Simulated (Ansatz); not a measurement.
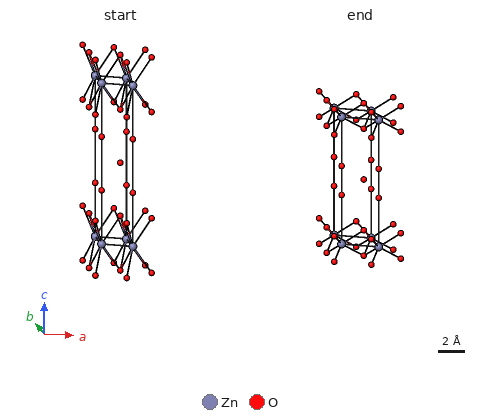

The structure of a crystal of ZnO$_{5}$ (a generated structure, set up in P-6m2) (coarse preliminary run) before (left) and after (right) a relaxation, at one scale.

Style: ball-and-stick. Shown: the cell of the calculation, slightly off an axis.

Method: DFT PBE, scalar-relativistic, plane waves, PAW (Ansatz 0.2.0).

Input file:
```yaml
crystal:
  lattice:
    - [2.64252745, 0.0, 0.0]
    - [-1.32126373, 2.28849591, 0.0]
    - [0.0, 0.0, 13.22290626]
  atoms:
    - { symbol: Zn, position: [0.0, 0.0, 0.0] }
    - { symbol: O, position: [0.66666667, 0.33333333, 0.16976275], spin: 1.0 }
    - { symbol: O, position: [0.0, 0.0, 0.33336717], spin: 1.0 }
    - { symbol: O, position: [0.66666667, 0.33333333, 0.5], spin: 1.0 }
    - { symbol: O, position: [0.0, 0.0, 0.66663283], spin: 1.0 }
    - { symbol: O, position: [0.66666667, 0.33333333, 0.83023725], spin: 1.0 }
basis:
  ecutwfc: 420
kpoints:
  mp_grid: { grid: [6, 6, 2] }
hamiltonian:
  xc: pbe
scf:
  occupations: { method: gaussian, width: 0.1 }
  lower_state_search: "off"
output:
  forces: true
  stress: true
  eigenvalues: true
  populations: true
magnetization:
  spin_polarized: true
relax:
  adjacent_minimum: "off"
  f_tol: 0.04
  max_steps: 70
  cell: { stress_tol: 0.4 }
```

Command:
```bash
ansatz run input.yaml --threads 1 --pin off --max-ram 2560MiB --backend cpu --events-out ev --progress --plain --runs-dir out
```

Question: Summarise the run.

Answer: Over 14 accepted moves (17 points after the start) the energy falls by 3.909 eV per cell of the calculation. The largest force component goes from 0.96 to 0.013 eV/Å. The pressure goes from −7.04 to 0.10 GPa. The SCF was repeated 3 times at an unchanged geometry on a basis and grid sized afresh for the cell, which shifted the energy by 0.161 eV per cell of the calculation at most. The largest moves relative to the cell, 0.73 Å, are those of O2 and O6. O2 goes along −c. Zn stays in place. Cell: a = b 2.643 → 3.131 Å (+18.5 %), c 13.223 → 10.435 Å (−21.1 %). Volume +10.8 %. Among the contacts that change: Zn1–O2 2.714 → 2.089 Å. The space group stays P-6m2 (No. 187).

Limits of the set-up: the k-point mesh is coarse for a cell with partly filled bands.
